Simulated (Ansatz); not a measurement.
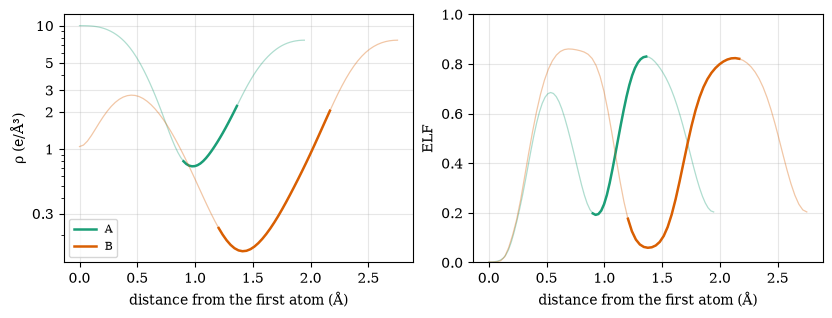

SrTiO$_{3}$. Valence charge density (pseudo) and ELF along straight lines between neighbouring atoms. Thin, pale parts lie inside the atomic spheres.

Space group Pm-3m; a structure from a database of computed crystals, not necessarily the ambient phase; computed without spin polarisation.

All numbers below come from DFT PBEsol, scalar-relativistic, plane waves, PAW in Ansatz.

The density is the valence pseudo-density of a PAW calculation; it isn't the true density close to the nuclei.

```
Sr Ti O
1.0
     3.89114    0.00000    0.00000
     0.00000    3.89114    0.00000
     0.00000    0.00000    3.89114
Sr Ti O
1 1 3
Direct
  0.00000 0.00000 0.00000
  0.50000 0.50000 0.50000
  0.50000 0.00000 0.50000
  0.50000 0.50000 0.00000
  0.00000 0.50000 0.50000
```

Which curve belongs to which contact (Sr–O and Ti–O)? The first atom named is at distance zero.

Answer. Curve A: Ti–O (1.95 Å): ρ is about 0.73 e/Å³ halfway; the ELF peaks at about 0.85 in the valence shell of O, 0.6 Å from its nucleus, and is about 0.20 at the midpoint; no shared electron pair shows on this line. Curve B: Sr–O (2.75 Å): ρ at the midpoint is about 0.15 e/Å³; the ELF is about 0.05 at the midpoint; a closed-shell, largely ionic contact.
